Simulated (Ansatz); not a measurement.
# Energy of Rh along a strain of the cell

System: Rh (C2/c, 2 atoms in the cell).
Method: DFT PBEsol, scalar-relativistic, plane waves, PAW, no spin polarisation (Ansatz 0.2.0).

The 7 runs differ only in the geometry, by a strain of the cell at fixed fractional positions. Against run 4, the strain is εxx = −0.03 η, εxz = η and εzz = −0.03 η. The structure derives from a Materials Project entry.

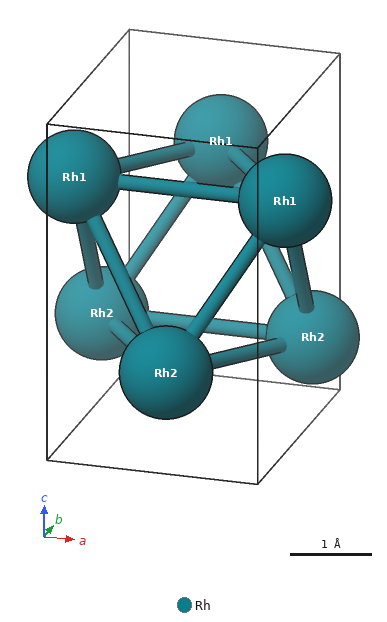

Figure 1. The structure of run 4 (ball-and-stick view of the cell 2 times as large as that of the calculation, set on its symmetry axes, seen slightly off an axis; atoms are numbered from 1 in the order of the input). An atom can appear more than once, as a periodic image.

**Input of run 4**
```yaml
crystal:
  lattice:
    - [2.688736085, 0.0, 0.075553484]
    - [-1.3443680425, 2.3285137537, -0.037776742]
    - [0.1216454688, 0.0, 4.3290202437]
  atoms:
    - { symbol: Rh, position: [0.6666666667, 0.3333333333, 0.75] }
    - { symbol: Rh, position: [0.3333333333, 0.6666666667, 0.25] }
basis:
  ecutwfc: 420
kpoints:
  mp_grid: { grid: [24, 24, 14] }
hamiltonian:
  xc: pbesol
scf:
  occupations: { method: gaussian, width: 0.15 }
output:
  forces: true
  stress: true
  eigenvalues: true
```

Command:
```bash
ansatz run input.yaml --threads 1 --pin off --max-ram 2560MiB --backend cpu --events-out ev --progress --plain --runs-dir out
```

Run 5 differs from it as follows:
```diff
-    - [2.688736085, 0.0, 0.075553484]
-    - [-1.3443680425, 2.3285137537, -0.037776742]
-    - [0.1216454688, 0.0, 4.3290202437]
+    - [2.688736085, 0.0, 0.1259672856]
+    - [-1.3443680425, 2.3285137537, -0.0629836428]
+    - [0.2028145984, 0.0, 4.3290202437]
```

**Results, with one run withheld**

| run | strain parameter η (%) | free energy per atom, from the lowest run given (meV) | pressure (GPa) |
| --- | --- | --- | --- |
| 1 | −6.5652 | 19.09 | 1.33 |
| 2 | −1.8765 | 0.00 | 0.19 |
| 3 | −0.9357 | 3.81 | 0.42 |
| 4 | 0.0000 | 10.15 | 0.80 |
| 5 | 1.8765 | ? | ? |
| 6 | 2.8172 | 44.77 | 2.85 |
| 7 | 3.7530 | 61.69 | 3.84 |

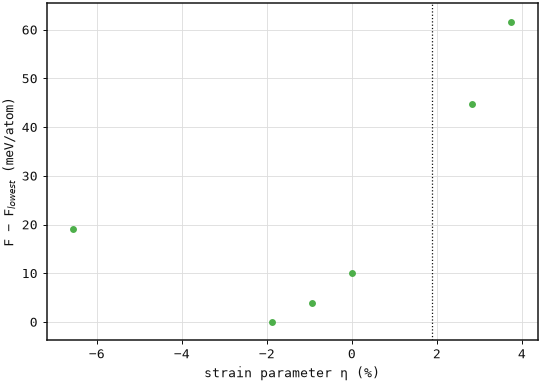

Figure 2. Free energy per atom of the runs given; the dotted line marks run 5.

What should run 5 give?

A cubic polynomial in the coordinate, fitted to the 6 runs given, misses them by at most 0.06 meV per atom. With x = η + 0.4679, it reads F = 6.6298 + 6.7439 x + 1.4706 x² + 0.0048265 x³ (meV per atom). At run 5 it gives 30.59 meV per atom, and the run itself gives 30.57. The fit has its minimum at η = −2.7873 %.

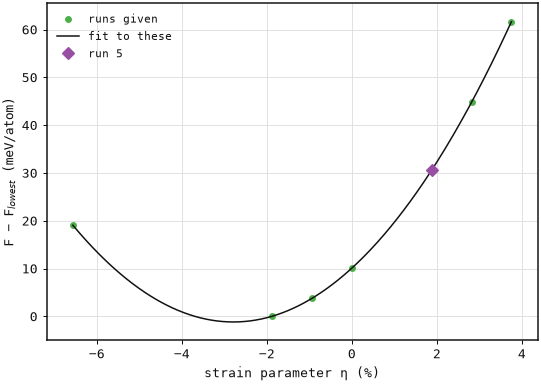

Figure 3. The fit and the withheld run.

**Output, shortened to warnings, some set-up lines, iterations and results (run 5)**
```
Basis set: ecut = 420 eV, 535 PW (Γ), exchange–correlation on 36×36×60 points (8 copies of the dense FFT grid, shifted against one another)
Symmetry: 4 space group operations
k-points: 2114 of 8064
Initial density: superposition of atomic densities (neutral atoms: chi_scale 0, normalization atom), corrected by the library's trained network
[...]
SCF iter   1: F=—  HF=-12677.371820 eV  |F-HF|=—  |Δ(HF+E_count)|=         —  Δρ=1.44e-2  dr2=3.08e-2  ethr=1.77e-3  ⟨swp⟩=4.6  Hψ=167157  notcnv=0
SCF iter   2: F=—  HF=-12677.367247 eV  |F-HF|=—  |Δ(HF+E_count)|=   4.57e-3  Δρ=7.24e-3  dr2=8.11e-3  ethr=9.07e-5  ⟨swp⟩=1.5  Hψ=71688  notcnv=0
SCF iter   3: F=—  HF=-12677.364896 eV  |F-HF|=—  |Δ(HF+E_count)|=   2.35e-3  Δρ=5.91e-4  dr2=3.65e-5  ethr=2.39e-5  ⟨swp⟩=2.0  Hψ=62576  notcnv=0
SCF iter   4: F=—  HF=-12677.364902 eV  |F-HF|=—  |Δ(HF+E_count)|=   5.98e-6  Δρ=3.06e-4  dr2=8.28e-6  ethr=1.07e-7  ⟨swp⟩=2.0  Hψ=76939  notcnv=0
SCF iter   5: F=-12677.364900 eV  HF=-12677.364899 eV  |F-HF|=1.82e-8  |Δ(HF+E_count)|=   2.33e-6  Δρ=3.78e-5  dr2=7.02e-8  ethr=2.44e-8  ⟨swp⟩=2.2  Hψ=81264  notcnv=0
SCF iter   6: F=-12677.364900 eV  HF=-12677.364900 eV  |F-HF|=1.64e-9  |Δ(HF+E_count)|=   2.42e-8  Δρ=5.87e-6  dr2=3.18e-9  ethr=2.06e-10  ⟨swp⟩=2.1  Hψ=154847  notcnv=0
SCF 1 converged in 6 iterations: F = -12677.364900 eV  dr2 = 3.18e-9
SCF converged after 6 iterations
Free energy (F): -12677.364900 eV
Harris-Foulkes:  -12677.364900 eV  (|F-HF|=1.64e-9)
Internal energy: -12677.327145 eV  (E = F + TS)
E sigma→0 (E₀):  -12677.346022 eV
Entropy (-TS):   -0.037754 eV (-18.877 meV/atom)
Fermi energy:    22.834847 eV
--- Per-component energies (eV) ---
  E_band       = -160.229895
  E_kinetic    = 1147.907454
  E_local      = -3091.741829  (includes V_loc(G=0)·N_el)
  E_nonlocal   = 712.946032
  E_hartree    = 1085.332757
  E_xc         = -441.703806
  E_vxc        = -556.572833  (∫ρ·V_xc dr)
  E_paw        = -7047.780111  (= ΣΔE_a)
  E_vpaw       = -543.435790  (= ΣTr[D̂ρ^β])
  E_aug_tail   = 0.001655  (compensation charges beyond the density's cutoff)
  E_ewald      = -5042.841696
  E_core_change = 0.552399  (= ΣΔE_core)
  E_smearing   = -0.037754  (= −TS)
  E_closure    = 0.000000  (closes the sum)
  Σ components = -12677.364900   (vs F -12677.364900, Δ=0.00e0)
--- Forces (eV/Å), atoms counted from 1 ---
  atom   1  Rh     0.00000000    -0.13495513    -0.00000000
  atom   2  Rh     0.00000000     0.13495513     0.00000000
  max |Σ_I F_I| component: 0.00e0 eV/Å
--- Stress (GPa, compression-positive) ---
        1.485957       0.000000      -7.947658
        0.000000       0.251816      -0.000000
       -7.947669      -0.000000       4.291957
  P = ⅓ Tr σ = 2.0099 GPa (20.099 kbar)
```
